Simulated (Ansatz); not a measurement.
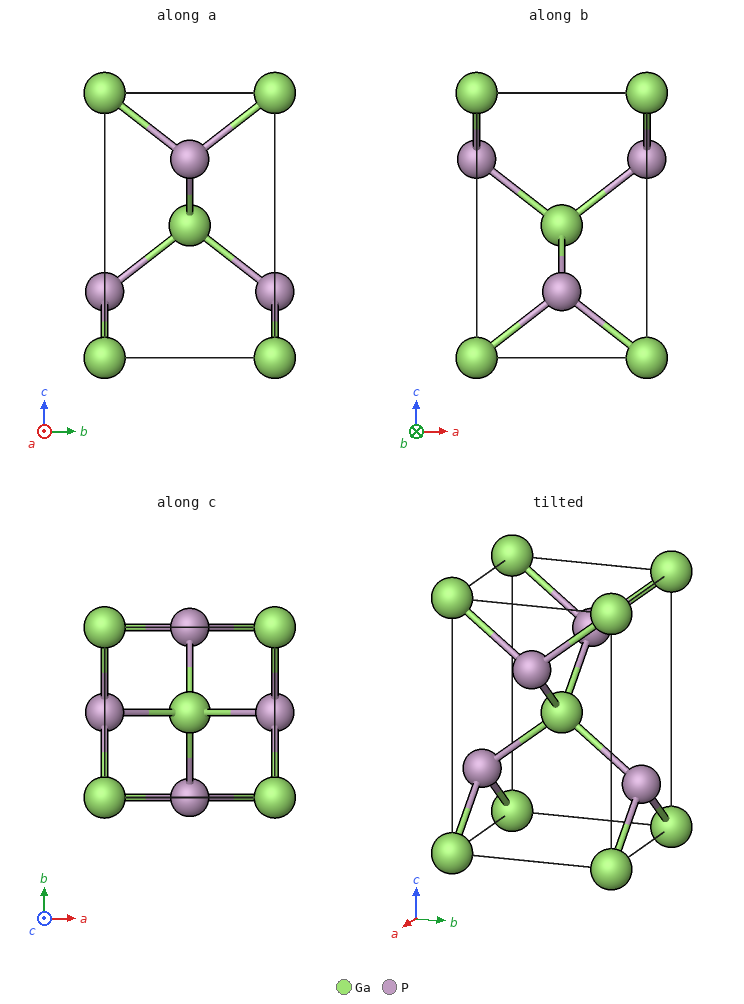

Ball-and-stick representation of a periodic structure, projected along the a axis, along the b axis, along the c axis and slightly off an axis. One conventional unit cell is framed, with atoms on its boundary repeated.

Lattice parameters: a = 3.654 Å, b = 3.654 Å, c = 5.687 Å, α = 90.00°, β = 90.00°, γ = 90.00°. Put a along x and b in the xy plane.

Reconstruct the structure as a POSCAR file.

```
Ga P
1.0
     3.654    0.000    0.000
     0.000    3.654    0.000
     0.000    0.000    5.687
Ga P
2 2
Direct
  0.0000 0.0000 0.0000
  0.5000 0.5000 0.5000
  0.5000 0.0000 0.2500
  0.0000 0.5000 0.7500
```

Starting structure: a structure type filled with these elements by a generator (whether the compound takes this form wasn't checked). The cell was then strained or its atoms displaced on purpose. Ansatz was used for an electronic-structure calculation on it.

At this level of theory the cell isn't at rest (compressed, at 6 GPa), so its distances can differ from those at equilibrium, the more so the softer the solid.
